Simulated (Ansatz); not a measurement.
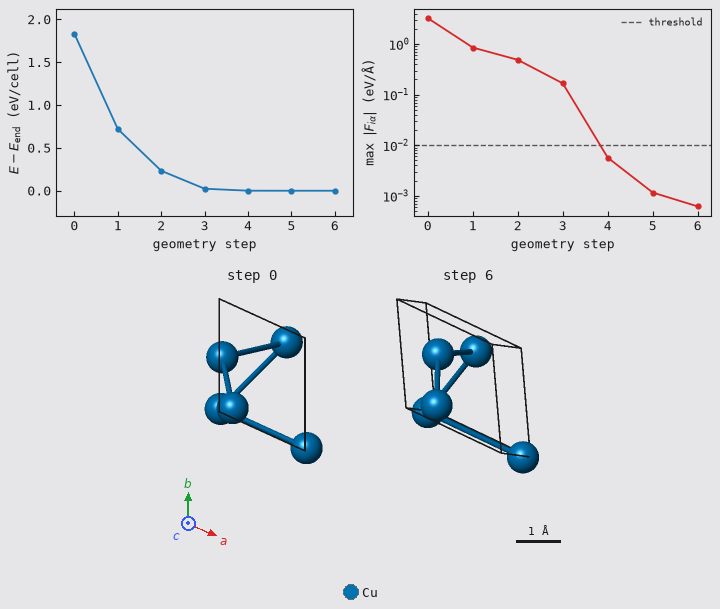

First and last geometry of a relaxation of solid Cu (set up in P1), with the history of the run. A ball-and-stick model of the cell of the calculation, reduced to other axes, seen along the c axis. Lengths and directions refer to the drawn axes.

Case: all atoms moved at random, sigma 0.05 Å for each component, cell strained at random, sigma 0.1; relaxed back.

Computed with DFT PBEsol, scalar-relativistic, plane waves, PAW in Ansatz. Settings: plane-wave cutoff 420 eV; k-point mesh 18 × 18 × 4; occupations gaussian; smearing width 0.15 eV; no spin polarisation; cell and atoms relaxed; force threshold 0.01 eV/Å; at most 80 steps.

> Read the history and describe the run.

The run was cut off at its time limit before the program reported convergence, but its last step already meets the force threshold: the largest component is 0.00062 eV/Å against 0.01 eV/Å. The pressure is within 0.01 GPa of its target. A Cu atom moves most relative to the cell: 0.48 Å roughly along [−2 −1 0]. Cell: a 2.193 → 2.473 Å (+12.7 %), b 2.609 → 2.521 Å (−3.4 %), c 8.286 → 8.661 Å (+4.5 %), α 93.1° → 91.8°, β 96.9° → 104.6°, γ 113.9° → 119.1°. Volume +5.0 %. Some distances before and after: Cu–Cu 2.974 → 2.510 Å, Cu–Cu 2.033 → 2.485 Å, Cu–Cu 2.839 → 2.489 Å, Cu–Cu 2.873 → 2.569 Å. The space group (tolerance 0.01 Å) goes from P1 (No. 1) to P-1 (No. 2). Over 6 geometry steps the energy falls by 1.831 eV per cell of the calculation. Largest force component: 3.3 eV/Å at the start, 0.00062 eV/Å at the end. The pressure goes from 28.55 to −0.01 GPa. The run took 21 min on 2 threads of AMD EPYC (Zen 3) (shared host), peak memory 1.2 GiB.

| step | E − E(0), meV/atom | largest force component, eV/Å | pressure, GPa | volume, Å³/atom |
| --- | --- | --- | --- | --- |
| 0 | 0.00 | 3.2518 | 28.55 | 10.690 |
| 1 | -277.77 | 0.8543 | 11.14 | 11.075 |
| 2 | -399.63 | 0.4882 | 8.37 | 10.940 |
| 3 | -451.96 | 0.1674 | 1.97 | 11.155 |
| 4 | -457.74 | 0.0057 | -0.43 | 11.239 |
| 5 | -457.83 | 0.0012 | 0.03 | 11.219 |
| 6 | -457.84 | 0.0006 | -0.01 | 11.220 |
